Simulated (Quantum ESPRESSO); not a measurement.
## A series of single points on SiC

System: SiC (12 atoms in the cell).
Method: Kohn-Sham DFT of a periodic cell, PBE, SSSP 1.3 efficiency PBE, no spin polarisation (Quantum ESPRESSO 7.5).

The 7 runs differ only in the geometry, by an even scaling of the cell at fixed fractional positions. The structure derives from an entry of the Crystallography Open Database.

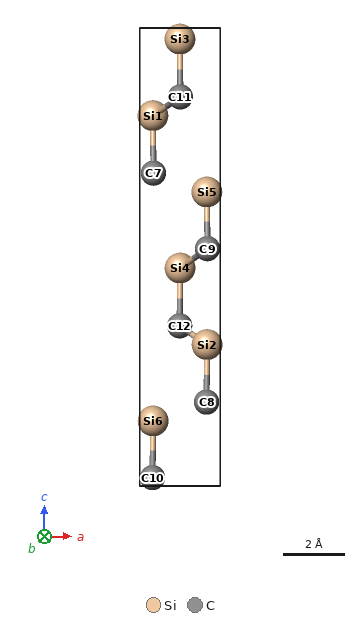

Figure 1. The structure of run 4 (ball-and-stick view of the cell of the calculation, along the b axis; atoms are numbered from 1 in the order of the input).

### Input of run 4
```
&CONTROL
  calculation = 'scf'
  prefix = 'pwscf'
  outdir = './tmp'
  pseudo_dir = './pseudo'
  tprnfor = .true.
  tstress = .true.
  disk_io = 'nowf'
/
&SYSTEM
  ibrav = 0
  nat = 12
  ntyp = 2
  ecutwfc = 55
  ecutrho = 440
  nbnd = 33
  occupations = 'smearing'
  smearing = 'fd'
  degauss = 0.00367493
/
&ELECTRONS
  conv_thr = 2.4d-09
  electron_maxstep = 120
  mixing_beta = 0.5
/
ATOMIC_SPECIES
Si    28.0850 Si.pbe-n-rrkjus_psl.1.0.0.UPF
C     12.0110 C.pbe-n-kjpaw_psl.1.0.0.UPF
CELL_PARAMETERS angstrom
   1.5389000000   -2.6675000000    0.0000000000
   1.5389000000    2.6675000000    0.0000000000
   0.0000000000    0.0000000000   15.1219000000
ATOMIC_POSITIONS crystal
Si     0.1643000000    0.8357000000    0.8087600000
Si     0.8357000000    0.1643000000    0.3087600000
Si     0.4993000000    0.5007000000    0.9759000000
Si     0.5007000000    0.4993000000    0.4759000000
Si     0.8327000000    0.1673000000    0.6420000000
Si     0.1673000000    0.8327000000    0.1420000000
C      0.1710000000    0.8290000000    0.6832000000
C      0.8290000000    0.1710000000    0.1832000000
C      0.8400000000    0.1600000000    0.5183000000
C      0.1600000000    0.8400000000    0.0183000000
C      0.5040000000    0.4960000000    0.8497000000
C      0.4960000000    0.5040000000    0.3497000000
K_POINTS automatic
10 10 2 0 0 0
```

Command:
```bash
OMP_NUM_THREADS=2 pw.x -in pw.in > pw.out
```

Run 2 differs from it as follows:
```diff
-   1.5389000000   -2.6675000000    0.0000000000
-   1.5389000000    2.6675000000    0.0000000000
-   0.0000000000    0.0000000000   15.1219000000
+   1.5181015045   -2.6314482833    0.0000000000
+   1.5181015045    2.6314482833    0.0000000000
+   0.0000000000    0.0000000000   14.9175249467
```

### Results, with one run withheld

```csv
run,volume per atom (Å³),"free energy per atom, from the lowest run given (meV)",pressure (GPa),gap on the mesh (eV)
1,9.725,45.19,19.40,1.86
2,9.932,?,?,?
3,10.139,9.61,8.34,1.87
4,10.346,1.86,3.57,1.88
5,10.553,0.00,−0.76,1.88
6,10.760,3.46,−4.69,1.89
7,10.967,11.76,−8.25,1.89
```

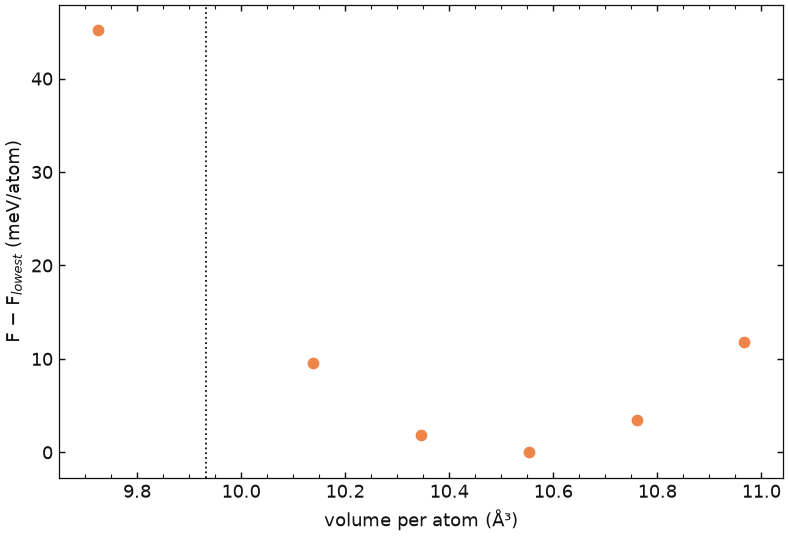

Figure 2. Free energy per atom of the runs given; the dotted line marks run 2.

What should run 2 give?

A cubic polynomial in V^(−2/3) (the Birch–Murnaghan form), fitted to the 6 runs given, misses them by at most 0.01 meV per atom. With x = V^(−2/3) − 0.20986 Å⁻², it reads F = 0.80812 + 1131.4 x + 3.6204e+05 x² − 61869 x³ (meV per atom). At run 2 it gives 23.83 meV per atom, and the run itself gives 23.83. The slope of the fit gives a pressure −dF/dV of 13.68 GPa there, and the run prints 13.60 GPa. The two needn't agree exactly: the fit is approximate, and the printed stress is taken on a finite basis. The fit has its minimum at 10.519 Å³ per atom, where V d²F/dV² gives 213 GPa. Cell shape and fractional positions are held, so this is the stiffness under even scaling; the relaxed bulk modulus wasn't computed. The gap on the mesh goes, without turning, from 1.86 eV in run 1 to 1.89 eV in run 7; run 2 has 1.86 eV. These are gaps of this functional on this mesh, which can miss the band edges; they aren't the measured gap.

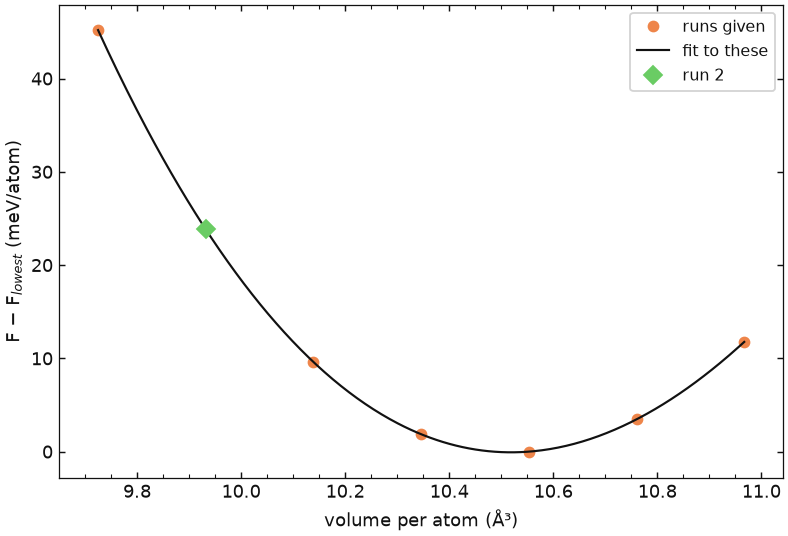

Figure 3. The fit and the withheld run.

### Some lines of the output (run 2)
```
[...]
     total energy              =    -179.32997566 Ry
     total energy              =    -179.33404885 Ry
     total energy              =    -179.33362460 Ry
     total energy              =    -179.33413801 Ry
     total energy              =    -179.33415364 Ry
     total energy              =    -179.33415378 Ry
     total energy              =    -179.33415413 Ry
     total energy              =    -179.33415427 Ry
     total energy              =    -179.33415429 Ry
     the Fermi energy is    11.0626 ev
!    total energy              =    -179.33415429 Ry
     The total energy is F=E-TS. E is the sum of the following terms:
     Computing stress (Cartesian axis) and pressure
          total   stress  (Ry/bohr**3)                   (kbar)     P=      136.02
```
